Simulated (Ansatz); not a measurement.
## Ti: a changed input and its effect

System: Ti (slab, 6 atoms in the cell).
Method of run A: DFT, PBEsol, PAW with Ansatz's default frozen-core files, scalar-relativistic, no spin polarisation (Ansatz 0.2.0).

Text and figures count atoms from 1; the logs count them from 0 in places.

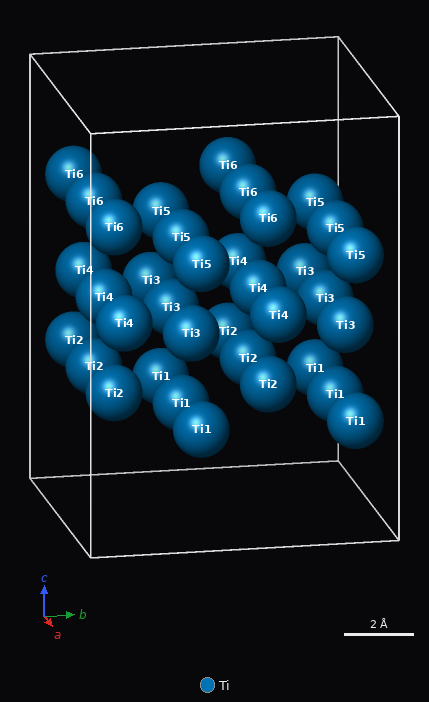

**Figure 1.** The structure as given in the input (spheres-only view of the 3 × 2 repeat of the cell, with the vacuum cut short, seen slightly off an axis; atoms are numbered from 1 in the order of the input).

## The input, run A
```yaml
crystal:
  lattice:
    - [2.9012772668, 0.0, 0.0]
    - [0.0, 4.5933578522, 0.0]
    - [0.0, 0.0, 21.8627]
  atoms:
    - { symbol: Ti, position: [0.75, 0.75, 0.3659203519] }
    - { symbol: Ti, position: [0.25, 0.25, 0.404228823] }
    - { symbol: Ti, position: [0.25, 0.75, 0.4808457644] }
    - { symbol: Ti, position: [0.75, 0.25, 0.5191542356] }
    - { symbol: Ti, position: [0.75, 0.75, 0.595771177] }
    - { symbol: Ti, position: [0.25, 0.25, 0.6340796481] }
kpoints:
  mp_grid: { grid: [13, 8, 1] }
scf:
  occupations: { method: fermi_dirac, width: 0.1 }
hamiltonian:
  xc: pbesol
  pseudopotentials: { kind: paw }
output:
  forces: true
  stress: true
  eigenvalues: true
  populations: true
efield:
  axis: 3
  amplitude: 0
  dipole_correction: true
```

Command:
```bash
ansatz run input.yaml --threads 2 --pin off --max-ram 4096MiB --backend cpu --events-out ev --progress --plain --runs-dir out
```

Hardware: 2 threads of Arm Neoverse V2, 24 GiB of memory available, shared host.

## Output, shortened to warnings, some set-up lines, iterations and results (run A)
```
Basis set: ecut = 420 eV, 5659 PW (Γ), exchange–correlation on 40×64×300 points (8 copies of the dense FFT grid, shifted against one another)
Symmetry: 4 space group operations
k-points: 35 of 104
Initial density: superposition of atomic densities (neutral atoms: chi_scale 0, normalization atom), corrected by the library's trained network
[...]
SCF iter   1: F=—  HF=-14839.819200 eV  |F-HF|=—  |Δ(HF+E_count)|=         —  Δρ=6.32e-3  dr2=1.79e-1  ethr=1.77e-3  p=0.000 e·Å  D=1.18e-13 V/Å  ΔV_dip=-0.00 eV  …
SCF iter   2: F=—  HF=-14839.819578 eV  |F-HF|=—  |Δ(HF+E_count)|=   3.78e-4  Δρ=3.46e-3  dr2=4.94e-2  ethr=2.48e-4  p=-0.000 e·Å  D=-1.07e-5 V/Å  ΔV_dip=0.00 eV  …
SCF iter   3: F=—  HF=-14839.814301 eV  |F-HF|=—  |Δ(HF+E_count)|=   5.28e-3  Δρ=6.20e-4  dr2=1.67e-3  ethr=6.86e-5  p=-0.000 e·Å  D=-3.66e-6 V/Å  ΔV_dip=0.00 eV  …
SCF iter   4: F=—  HF=-14839.814296 eV  |F-HF|=—  |Δ(HF+E_count)|=   5.26e-6  Δρ=1.25e-4  dr2=1.04e-4  ethr=2.31e-6  p=-0.000 e·Å  D=-1.46e-6 V/Å  ΔV_dip=0.00 eV  …
SCF iter   5: F=—  HF=-14839.814298 eV  |F-HF|=—  |Δ(HF+E_count)|=   2.52e-6  Δρ=5.08e-5  dr2=2.14e-5  ethr=1.45e-7  p=-0.000 e·Å  D=-3.69e-7 V/Å  ΔV_dip=0.00 eV  …
SCF iter   6: F=—  HF=-14839.814146 eV  |F-HF|=—  |Δ(HF+E_count)|=   1.52e-4  Δρ=2.54e-5  dr2=3.54e-6  ethr=2.97e-8  p=-0.000 e·Å  D=-1.84e-7 V/Å  ΔV_dip=0.00 eV  …
SCF iter   7: F=—  HF=-14839.814146 eV  |F-HF|=—  |Δ(HF+E_count)|=   1.52e-7  Δρ=6.79e-6  dr2=2.34e-7  ethr=4.92e-9  p=-0.000 e·Å  D=-9.77e-9 V/Å  ΔV_dip=0.00 eV  …
SCF iter   8: F=-14839.814146 eV  HF=-14839.814146 eV  |F-HF|=1.23e-8  |Δ(HF+E_count)|=   1.26e-7  Δρ=4.01e-6  dr2=7.05e-8  ethr=1.39e-10  p=-0.000 e·Å  D=-3.23e-8 V/Å  …
SCF 1 converged in 8 iterations: F = -14839.814146 eV  dr2 = 7.05e-8
SCF converged after 8 iterations
Free energy (F): -14839.814146 eV
Harris-Foulkes:  -14839.814146 eV  (|F-HF|=1.23e-8)
Internal energy: -14839.472393 eV  (E = F + TS)
E sigma→0 (E₀):  -14839.643270 eV
Entropy (-TS):   -0.341753 eV (-56.959 meV/atom)
Fermi energy:    2.358224 eV
Dipole field:    D = 0.000001 V/Å  (p = 0.000002 e·Å, saw-weighted, corrected)
Work function:   Φ+ = 3.8877 eV   Φ− = 3.8877 eV
Levels:          The Fermi level and band energies are counted from a zero that moves with the ramp; work functions are not
--- Per-component energies (eV) ---
  E_band       = -1729.281658
  E_kinetic    = 1630.428672
  E_local      = -61265.132752  (includes V_loc(G=0)·N_el)
  E_nonlocal   = 60.428867
  E_hartree    = 29796.689791
  E_xc         = -575.680404
  E_vxc        = -723.009627  (∫ρ·V_xc dr)
  E_paw        = -6136.375025  (= ΣΔE_a)
  E_vpaw       = -1025.365330  (= ΣTr[D̂ρ^β])
  E_aug_tail   = 0.000657  (compensation charges beyond the density's cutoff)
  E_efield     = 0.000000  (sawtooth field / dipole correction)
  E_vefield    = 0.000000  (∫n·V_field dr)
  E_ewald      = 21649.331496
  E_core_change = 0.836306  (= ΣΔE_core)
  E_smearing   = -0.341753  (= −TS)
  E_closure    = 0.000000  (closes the sum)
  Σ components = -14839.814146   (vs F -14839.814146, Δ=0.00e0)
--- Forces (eV/Å), atoms counted from 1 ---
  atom   1  Ti     0.00000000     0.00000000     0.35861832
  atom   2  Ti     0.00000000     0.00000000     0.22493997
  atom   3  Ti     0.00000000     0.00000000    -0.21643078
  atom   4  Ti     0.00000000     0.00000000     0.21642970
  atom   5  Ti     0.00000000     0.00000000    -0.22493965
  atom   6  Ti     0.00000000     0.00000000    -0.35861823
  max |Σ_I F_I| component: 6.58e-7 eV/Å
--- Stress (GPa, compression-positive) ---
       -2.147132       0.000000       0.000000
        0.000000      -2.029273       0.000000
        0.000000       0.000000      -1.574423
  P = ⅓ Tr σ = -1.9169 GPa (-19.169 kbar)
--- Löwdin populations: 6 sites ---
  site symbol       q [e]
     0     Ti     11.8766
     1     Ti     11.8805
     2     Ti     11.8577
     3     Ti     11.8577
     4     Ti     11.8805
     5     Ti     11.8766
  spilling = 0.010699 (of n_electrons = 72.000000)
```

The input of run B differs as follows (lines with − go, lines with + come):
```diff
+  initial_density: { chi_scale: 0.1 }
+basis:
+  ecutwfc: "51.4 Ry"
```

Predict how the results change.

The free energy of run B is 1.0 meV per atom lower, which comes mainly from the change of cutoff or grids; a solver setting shouldn't move a converged energy. More plane waves can only lower the energy of a fixed Hamiltonian, so the higher cutoff gives the lower value. The SCF takes 11 iterations against 8. The plane waves at Γ go from 5659 to 12193. On the same kind of shared host run B took about 2.5 times as long. The two runs start from different initial densities, which also moves the count.

## Output, shortened to warnings, some set-up lines, iterations and results (run B)
```
Basis set: ecut = 699.3326265218916 eV, 12193 PW (Γ), exchange–correlation on 54×80×384 points (8 copies of the dense FFT grid, shifted against one another)
Symmetry: 4 space group operations
k-points: 35 of 104
Initial density: superposition of atomic densities (chi_scale 0.1, normalization cell)
[...]
SCF iter   1: F=—  HF=-14845.493380 eV  |F-HF|=—  |Δ(HF+E_count)|=         —  Δρ=5.06e-2  dr2=6.97e1  ethr=3.10e-3  p=0.000 e·Å  D=5.72e-14 V/Å  ΔV_dip=-0.00 eV  …
SCF iter   2: F=—  HF=-14844.223607 eV  |F-HF|=—  |Δ(HF+E_count)|=    1.27e0  Δρ=5.55e-2  dr2=8.65e1  ethr=3.10e-3  p=0.000 e·Å  D=2.46e-5 V/Å  ΔV_dip=-0.00 eV  …
SCF iter   3: F=—  HF=-14839.854525 eV  |F-HF|=—  |Δ(HF+E_count)|=    4.37e0  Δρ=1.12e-2  dr2=3.44e-1  ethr=3.10e-3  p=0.000 e·Å  D=7.30e-6 V/Å  ΔV_dip=-0.00 eV  …
SCF iter   4: F=—  HF=-14839.838741 eV  |F-HF|=—  |Δ(HF+E_count)|=   1.58e-2  Δρ=4.18e-3  dr2=2.55e-1  ethr=4.77e-4  p=-0.000 e·Å  D=-3.12e-6 V/Å  ΔV_dip=0.00 eV  …
SCF iter   5: F=—  HF=-14839.818960 eV  |F-HF|=—  |Δ(HF+E_count)|=   1.98e-2  Δρ=1.52e-3  dr2=9.92e-3  ethr=3.55e-4  p=-0.000 e·Å  D=-7.57e-6 V/Å  ΔV_dip=0.00 eV  …
SCF iter   6: F=—  HF=-14839.819910 eV  |F-HF|=—  |Δ(HF+E_count)|=   9.50e-4  Δρ=4.37e-4  dr2=1.25e-3  ethr=1.38e-5  p=-0.000 e·Å  D=-4.90e-6 V/Å  ΔV_dip=0.00 eV  …
SCF iter   7: F=—  HF=-14839.819989 eV  |F-HF|=—  |Δ(HF+E_count)|=   7.86e-5  Δρ=1.77e-4  dr2=3.67e-4  ethr=1.73e-6  p=-0.000 e·Å  D=-2.57e-6 V/Å  ΔV_dip=0.00 eV  …
SCF iter   8: F=—  HF=-14839.820028 eV  |F-HF|=—  |Δ(HF+E_count)|=   3.91e-5  Δρ=7.12e-5  dr2=1.40e-4  ethr=5.09e-7  p=-0.000 e·Å  D=-1.54e-6 V/Å  ΔV_dip=0.00 eV  …
SCF iter   9: F=—  HF=-14839.820028 eV  |F-HF|=—  |Δ(HF+E_count)|=   8.39e-8  Δρ=2.96e-5  dr2=5.25e-6  ethr=1.94e-7  p=-0.000 e·Å  D=-7.31e-7 V/Å  ΔV_dip=0.00 eV  …
SCF iter  10: F=—  HF=-14839.819974 eV  |F-HF|=—  |Δ(HF+E_count)|=   5.38e-5  Δρ=8.01e-6  dr2=3.01e-7  ethr=7.29e-9  p=-0.000 e·Å  D=-3.59e-7 V/Å  ΔV_dip=0.00 eV  …
SCF iter  11: F=-14839.819974 eV  HF=-14839.819974 eV  |F-HF|=1.98e-9  |Δ(HF+E_count)|=   1.88e-7  Δρ=3.34e-6  dr2=5.28e-8  ethr=1.39e-10  p=-0.000 e·Å  D=-1.73e-7 V/Å  …
SCF 1 converged in 11 iterations: F = -14839.819974 eV  dr2 = 5.28e-8
SCF converged after 11 iterations
Free energy (F): -14839.819974 eV
Harris-Foulkes:  -14839.819974 eV  (|F-HF|=1.98e-9)
Internal energy: -14839.478218 eV  (E = F + TS)
E sigma→0 (E₀):  -14839.649096 eV
Entropy (-TS):   -0.341757 eV (-56.959 meV/atom)
Fermi energy:    2.358147 eV
Dipole field:    D = 0.000002 V/Å  (p = 0.000003 e·Å, saw-weighted, corrected)
Work function:   Φ+ = 3.8876 eV   Φ− = 3.8877 eV
Levels:          The Fermi level and band energies are counted from a zero that moves with the ramp; work functions are not
--- Per-component energies (eV) ---
  E_band       = -1729.303242
  E_kinetic    = 1630.490913
  E_local      = -61265.204602  (includes V_loc(G=0)·N_el)
  E_nonlocal   = 60.436464
  E_hartree    = 29796.735211
  E_xc         = -575.690876
  E_vxc        = -723.023020  (∫ρ·V_xc dr)
  E_paw        = -6136.413112  (= ΣΔE_a)
  E_vpaw       = -1025.459979  (= ΣTr[D̂ρ^β])
  E_aug_tail   = -0.000017  (compensation charges beyond the density's cutoff)
  E_efield     = 0.000000  (sawtooth field / dipole correction)
  E_vefield    = 0.000000  (∫n·V_field dr)
  E_ewald      = 21649.331496
  E_core_change = 0.836306  (= ΣΔE_core)
  E_smearing   = -0.341757  (= −TS)
  E_closure    = 0.000000  (closes the sum)
  Σ components = -14839.819974   (vs F -14839.819974, Δ=0.00e0)
--- Forces (eV/Å), atoms counted from 1 ---
  atom   1  Ti     0.00000000     0.00000000     0.35845857
  atom   2  Ti     0.00000000     0.00000000     0.22495257
  atom   3  Ti     0.00000000     0.00000000    -0.21631197
  atom   4  Ti     0.00000000     0.00000000     0.21631221
  atom   5  Ti     0.00000000     0.00000000    -0.22495413
  atom   6  Ti     0.00000000     0.00000000    -0.35845975
  max |Σ_I F_I| component: 2.49e-6 eV/Å
--- Stress (GPa, compression-positive) ---
       -2.146923       0.000000       0.000000
        0.000000      -2.029483       0.000000
        0.000000       0.000000      -1.574471
  P = ⅓ Tr σ = -1.9170 GPa (-19.170 kbar)
--- Löwdin populations: 6 sites ---
  site symbol       q [e]
     0     Ti     11.8767
     1     Ti     11.8806
     2     Ti     11.8577
     3     Ti     11.8577
     4     Ti     11.8806
     5     Ti     11.8767
  spilling = 0.010695 (of n_electrons = 72.000000)
```

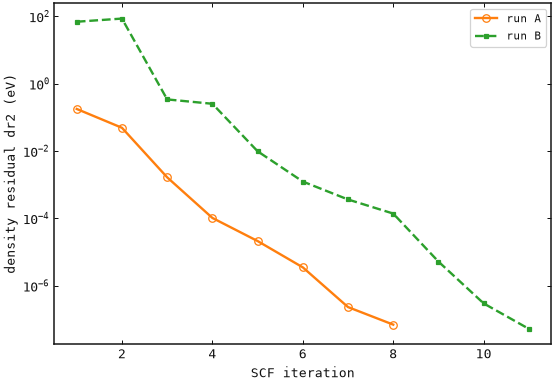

**Figure 2.** Convergence of the two runs: density residual dr2 against the SCF iteration. Run A takes 8 iterations in all, and run B takes 11.

## The two runs side by side

```csv
quantity,run A,run B
outcome,converged,converged
free energy per atom (eV),−2473.3024,−2473.3033
"energy per atom, smearing taken to zero (eV)",−2473.2739,−2473.2748
largest force (eV/Å),0.359,0.358
SCF iterations,8,11
irreducible k-points,35,35
plane waves at Γ,5659,12193
wall time (shared host),36 s,89 s
```
